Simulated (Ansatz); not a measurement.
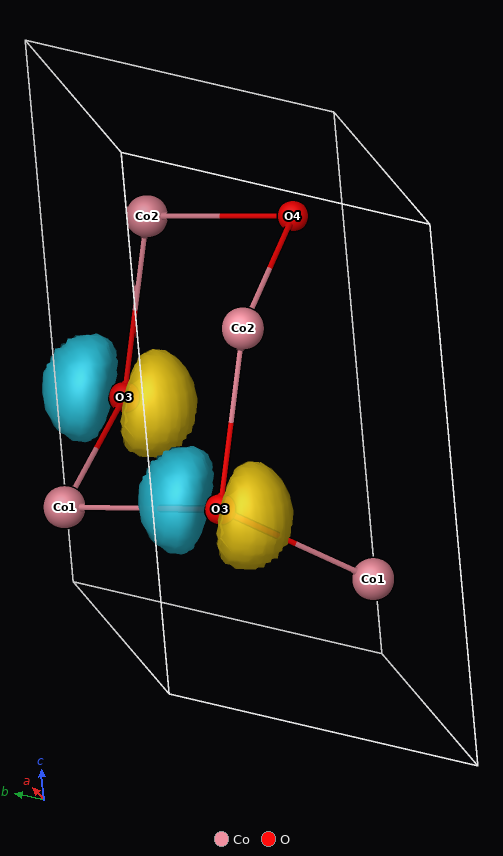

CoO: one atom of the 4-atom cell (and its periodic copies) was moved a little. Density after less density before, yellow at +0.4 and cyan at −0.4 e/Å³, seen at an oblique angle; cell a = 3.20 Å, b = 3.20 Å, c = 5.46 Å, α = 72.92°, β = 72.92°, γ = 60.00°. The lobes lie largely inside the PAW sphere, where the density is a smoothed one.

Space group R3m; the calculation finds a residual pressure of about 11 GPa at this fixed cell; spin-polarised. Net moment 0.0 μB in the 4-atom cell of the calculation; other magnetic orders weren't tried. Effective Hubbard U: 3.3 eV on Co d. The cell comes from a database of computed structures, not from a measurement.

Level of theory: DFT PBE+U, scalar-relativistic, plane waves, PAW in Ansatz 0.2.0.

Question: Find the displaced atom and its direction.

Answer: O3 moved towards the yellow lobe, to the right in the picture. In the run the shift was 0.10 Å along [0 −1 0] in the axes of the cell drawn.

Question: How much does the computed force on the atom change?

Answer: The force on it changes by 0.99 eV/Å along the move, against it: a stiffness of about 9.9 eV/Å² for this sublattice shift.
